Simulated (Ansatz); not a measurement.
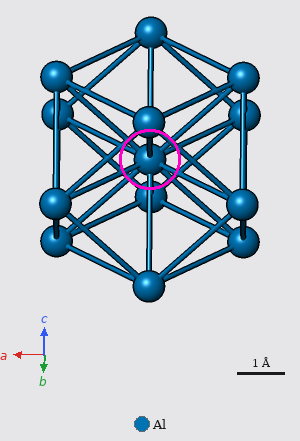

Perfect Al. Style: ball-and-stick. Shown: the atoms within 3.8 Å of one point, from a free direction.

Level of theory: DFT PBE, scalar-relativistic, plane waves, PAW in Ansatz 0.2.0. (plane-wave cutoff 420 eV; k-point mesh 1 × 1 × 1; occupations gaussian; smearing width 0.1 eV; collinear spin) The cell is small and the k-mesh coarse, so the numbers are rough. The axes drawn are those of the host's conventional cell.

An aluminium atom is replaced by cobalt at the ringed place, in charge state 0. The supercell has 16 sites, and the atoms are relaxed at the host's cell.

> Predict the relaxed surroundings of the defect.

In the host the Al atom has 12 Al at 2.86 Å; the Co atom ends with 12 Al at 2.66 Å. Of the host's atoms, an aluminium atom moves furthest from its site, by 0.19 Å. Relaxing the atoms from the host's sites lowers the energy by 1.12 eV. At a tolerance of 0.02 Å the relaxed supercell has space group Im-3m.

The relaxed defect, seen from the same direction:

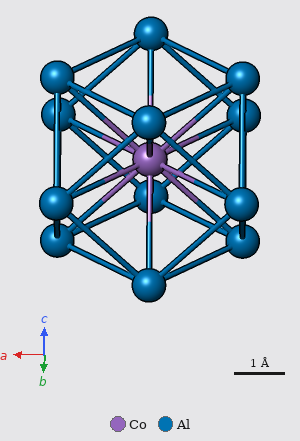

Limits of the set-up: the k-point mesh is coarse for a cell with partly filled bands.
